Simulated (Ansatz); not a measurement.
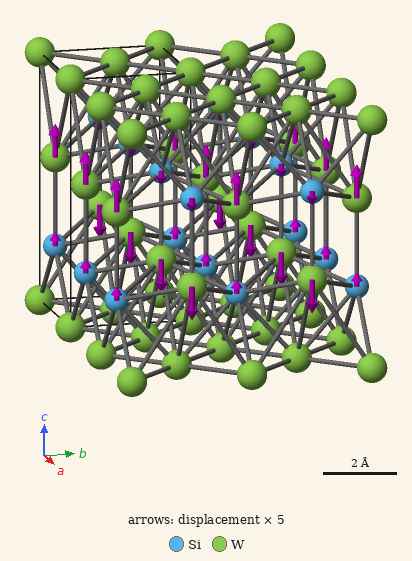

A relaxation of solid SiW$_{2}$ (a generated structure, set up in P4/nmm) (coarse preliminary run). The starting structure is drawn; purple arrows show the displacements (the part carried along by the change of the cell is left out), 5 times their true length.

The picture is a ball-and-stick view of the cell of the calculation, repeated 3 × 2 × 1 with one cell outlined, seen slightly off an axis.

The calculation used DFT PBE, scalar-relativistic, plane waves, PAW (Ansatz 0.2.0). (plane-wave cutoff 420 eV; k-point mesh 6 × 6 × 4; occupations gaussian; smearing width 0.1 eV; no spin polarisation; cell and atoms relaxed; force threshold 0.04 eV/Å; at most 70 steps)

Atoms of which element are displaced furthest, and by how much?

Tungsten: up to 0.19 Å, against 0.08 Å for silicon.

Describe the change and its energy.

After 4 accepted moves (5 points after the start) the energy has fallen by 2.046 eV per cell of the calculation. The largest force component goes from 1.4 to 0.036 eV/Å. Pressure: 31.92 GPa at the start and 0.08 GPa at the end. At 1 point the geometry stayed and the basis and grid were re-selected for the new cell (energy shift of 5.1 meV per cell of the calculation at most each time). The largest moves relative to the cell, 0.19 Å, are those of W atoms. Largest moves by element: W 0.19 Å, Si 0.08 Å. Cell: a = b 3.437 → 3.695 Å (+7.5 %), c 7.054 → 6.753 Å (−4.3 %). Volume +10.7 %. Among the contacts that change: W–W 3.057 → 3.389 Å, W–W 2.430 → 2.613 Å, W–W 3.117 → 2.949 Å, Si–W 2.521 → 2.639 Å. The space group stays P4/nmm (No. 129). Cost: 18 s on 1 thread of Intel(R) Xeon(R) 6975P-C (Granite Rapids), with other jobs on the host, peak memory 0.45 GiB.
